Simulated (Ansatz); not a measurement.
System: GaSb3.

```
Ga Sb
1.0
     0.00000   -3.64789   -3.64789
     0.00000    3.64789   -3.64789
     7.29578    0.00000    0.00000
Ga Sb
2 6
Cartesian
  3.7146 0.0000 -3.6479
  0.0667 0.0000 0.0000
  1.8239 -1.8239 -1.8239
  5.4718 1.8239 -1.8239
  5.4718 -1.8239 -1.8239
  1.8239 1.8239 -1.8239
  0.0000 0.0000 -3.6479
  3.6479 0.0000 0.0000
```

Space group I4mm; a structure from a database of computed crystals, not necessarily the ambient phase; changed on purpose from its base cell (atom 1 (Ga) moved +0.067 A along Cartesian [1 0 0]).

These are results of DFT PBE+D3(BJ), scalar-relativistic, plane waves, PAW in Ansatz, not measurements.

**What can the converged valence pseudo-density and electron localisation function tell about the bonding?**

Ga–Sb (3.12 Å): ρ at the midpoint is about 0.18 e/Å³; the ELF is about 0.40 at the midpoint.
Sb–Sb (3.16 Å): ρ at the midpoint is about 0.22 e/Å³; the ELF is about 0.45 at the midpoint.
Ga–Sb (3.20 Å): ρ at the midpoint is about 0.16 e/Å³; the ELF is about 0.35 at the midpoint.

**Metal or insulator at this level of theory?**

It is gapless in this calculation (a metal or semimetal).

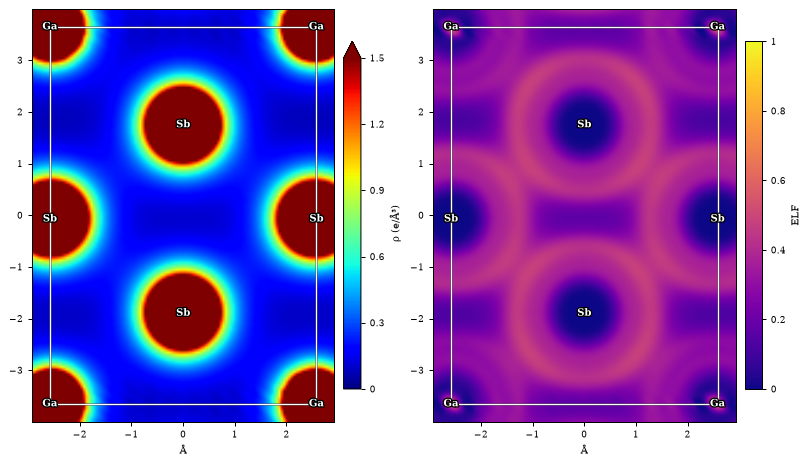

Computed valence pseudo-density and electron localisation function on the (010) plane of the conventional cell, in this order. 
